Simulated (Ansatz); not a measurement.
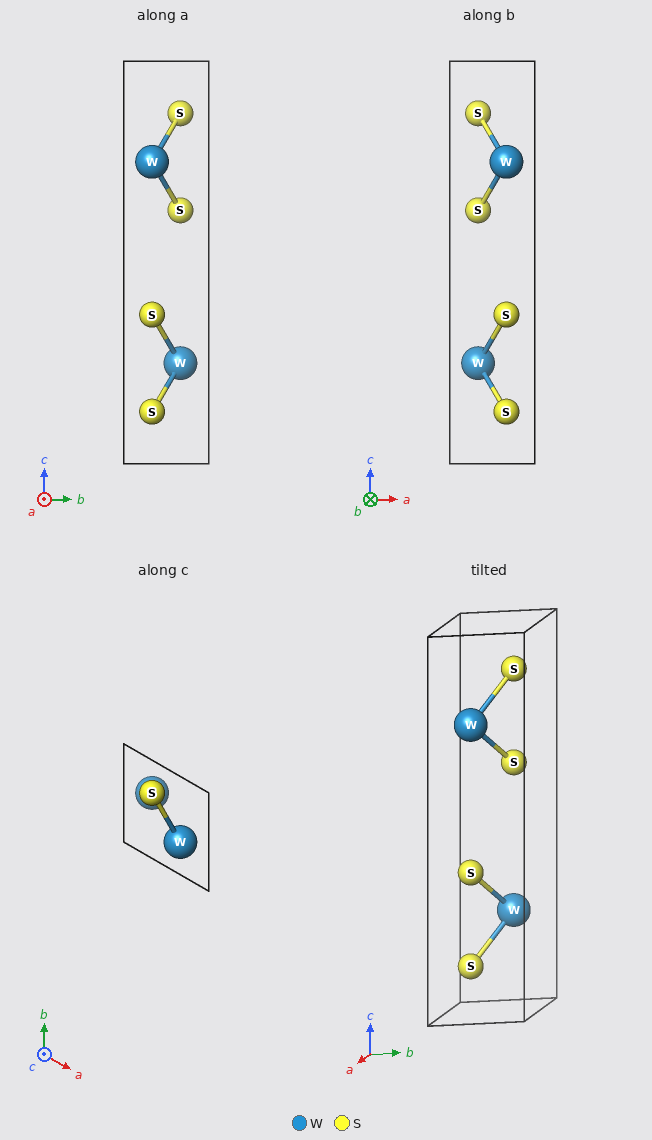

The image is a ball-and-stick drawing of a crystal, viewed along the a axis, along the b axis, along the c axis and slightly off an axis. Lines trace the edges of the conventional unit cell.

Lattice parameters: a = 3.1699 Å, b = 3.1699 Å, c = 12.9907 Å, α = 90.000°, β = 90.000°, γ = 120.000°.

Put the structure into a CIF in P1 with every atom of the cell, with free fractional coordinates to two decimals.

```cif
data_structure
_symmetry_space_group_name_H-M 'P 1'
_symmetry_Int_Tables_number 1
_cell_length_a 3.1699
_cell_length_b 3.1699
_cell_length_c 12.9907
_cell_angle_alpha 90.000
_cell_angle_beta 90.000
_cell_angle_gamma 120.000
_cell_volume 113.05
loop_
_atom_site_label
_atom_site_type_symbol
_atom_site_fract_x
_atom_site_fract_y
_atom_site_fract_z
_atom_site_occupancy
W1 W 0.3333 0.6667 0.25 1
W2 W 0.6667 0.3333 0.75 1
S1 S 0.6667 0.3333 0.37 1
S2 S 0.6667 0.3333 0.13 1
S3 S 0.3333 0.6667 0.87 1
S4 S 0.3333 0.6667 0.63 1
```

The model was built from a structure type filled with these elements by a generator (whether the compound takes this form wasn't checked). The cell was then strained or its atoms displaced on purpose. An electronic-structure calculation with Ansatz was run on it.
